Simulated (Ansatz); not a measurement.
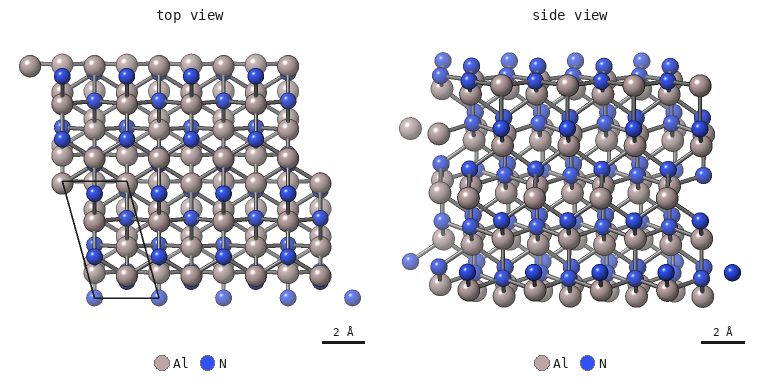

AlN(101) (P6_3mc bulk, 5 atomic planes (those closer than 0.6 Å count as one), 11 Å, AlN-terminated), seen from above and from the side.

The calculation used DFT PBE, scalar-relativistic, plane waves, PAW in Ansatz. Cutoff 420 eV, 20 × 11 k-points, Gaussian smearing 0.05 eV, dipole correction. The slab is a cut without reconstruction beyond its cell, at the source's lattice constants, with its lower half held fixed and the rest relaxed. No spin polarisation. The run couldn't confirm all of its levels under its output density. The run warns that the functional's potential is rough in the thin density of the vacuum, where the tip is; weak contrasts and barriers may feel it.

The STM signal is simulated in the Tersoff–Hamann approximation. Bias windows are sharp sums over the levels of the k mesh.

```cif
data_structure
_symmetry_space_group_name_H-M 'P 1'
_symmetry_Int_Tables_number 1
_cell_length_a 3.1110
_cell_length_b 5.8702
_cell_length_c 28.7849
_cell_angle_alpha 90.000
_cell_angle_beta 90.000
_cell_angle_gamma 105.366
_cell_volume 506.88
loop_
_atom_site_label
_atom_site_type_symbol
_atom_site_fract_x
_atom_site_fract_y
_atom_site_fract_z
_atom_site_occupancy
Al1 Al 0.88216 0.76432 0.31266 1
Al2 Al 0.15104 0.30208 0.32638 1
N1 N 0.73327 0.46654 0.34436 1
N2 N 0.00215 0.00430 0.35807 1
Al3 Al 0.49544 0.99088 0.39498 1
Al4 Al 0.76432 0.52864 0.40870 1
N3 N 0.34655 0.69310 0.42667 1
N4 N 0.61543 0.23086 0.44039 1
Al5 Al 0.10872 0.21743 0.47729 1
Al6 Al 0.37707 0.75414 0.49298 1
N5 N 0.96140 0.92279 0.50871 1
N6 N 0.22849 0.45698 0.52244 1
Al7 Al 0.71905 0.43812 0.56127 1
Al8 Al 0.98911 0.97825 0.57544 1
N7 N 0.57189 0.14379 0.59162 1
N8 N 0.84143 0.68297 0.60480 1
Al9 Al 0.32772 0.65557 0.64326 1
Al10 Al 0.59597 0.19204 0.66141 1
N9 N 0.17781 0.35572 0.66718 1
N10 N 0.44598 0.89253 0.68688 1
```

The last single point took 4 min on 2 threads of Intel(R) Xeon(R) Platinum 8488C (Sapphire Rapids), with other jobs on the host, peak memory 2.4 GiB.

### Predict the constant-height image 2.5 Å above the topmost atom at −1.00 V.

The brightest spots lie over the top N atoms; the darkest points are over points 1.5 Å to the side of the N atoms 0.6 Å below the top plane. The brightest point carries 15 times the current of the darkest.

### Predict the constant-height image 5.0 Å above the topmost atom at +0.25 V.

The brightest spots lie over the N atoms 0.6 Å below the top plane and the Al atoms 0.7 Å below the top plane; the darkest points are over the sites above the N atoms 2.4 Å below the top plane. The brightest point carries 4.8 times the current of the darkest.

The computed images, with the atoms seen from above drawn over one corner (deeper ones smaller):

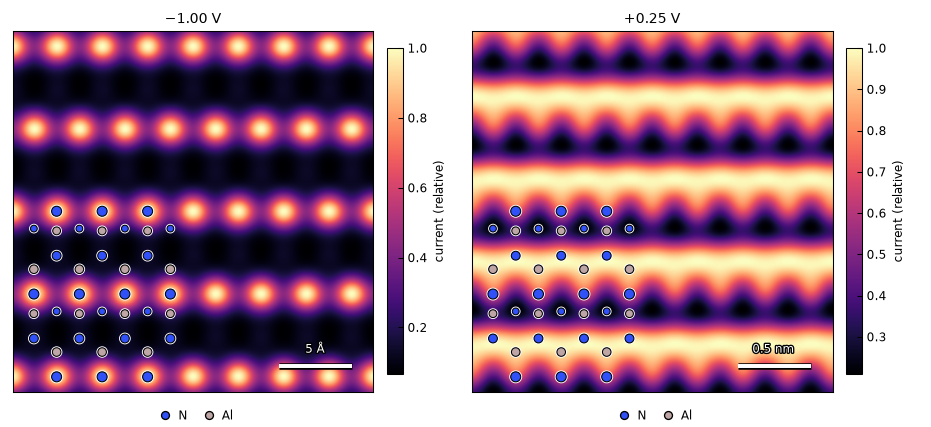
